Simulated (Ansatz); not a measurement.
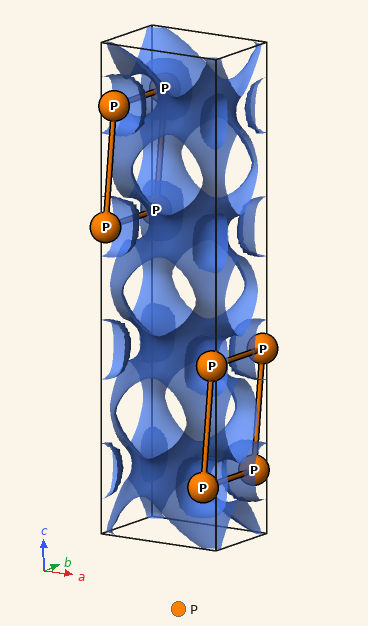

Figure. P. Isosurface of the electron localisation function at 0.65 (blue), seen slightly off an axis. Only the valence region is drawn (cores and ρ < 0.01 e/Å³ removed). Sticks mark near contacts.

Space group P2/m; a structure from a database of computed crystals, not necessarily the ambient phase; not relaxed (largest force 0.5 eV/Å).

Level of theory: DFT PBEsol, scalar-relativistic, plane waves, PAW in Ansatz.

In a PAW calculation such maps are meaningful between the atoms, not at the nuclei.

Input file:

```
crystal:
  lattice:
    - [-2.4347371633, 0.0, -0.0052449062]
    - [0.0, -2.4346254889, 0.0]
    - [-0.0198044141, -0.7303876467, 9.5858951055]
  atoms:
    - { symbol: P, position: [1.0, -0.2625, 0.875] }
    - { symbol: P, position: [1.0, -0.1125, 0.375] }
    - { symbol: P, position: [0.0, -0.0375, 0.125] }
    - { symbol: P, position: [0.0, -0.1875, 0.625] }
basis:
  ecutwfc: 420
kpoints:
  mp_grid: { grid: [24, 24, 6] }
hamiltonian:
  xc: pbesol
scf:
  occupations: { method: gaussian, width: 0.15 }
output:
  forces: true
  stress: true
  eigenvalues: true
  write_density: true
  write_potential: true
  elf: true
  volumetric_format: npy
```

Command:

```sh
ansatz run input.yaml --threads 2 --pin off --max-ram 5120MiB --backend cpu --events-out ev --progress --plain --runs-dir out
```

Below, planes, directions and counts refer to the conventional cell (a = 2.43 Å, b = 2.43 Å, c = 9.61 Å, α = 90.01°, β = 94.36°, γ = 90.00°).

### Where are the electrons localised?

The ELF exceeds this value in one network that runs through the whole crystal, counted in one cell of 4 atoms. Regions shared between cells count once. There are no localised bonds or lone pairs at this value. Along the contacts the grid gives the following. P–P (2.40 Å): the ELF peaks at about 0.85 between the atoms. P–P (2.51 Å): the ELF peaks at about 0.85 between the atoms.

### Does the calculation give a band gap?

It is gapless in this calculation (a metal or semimetal).
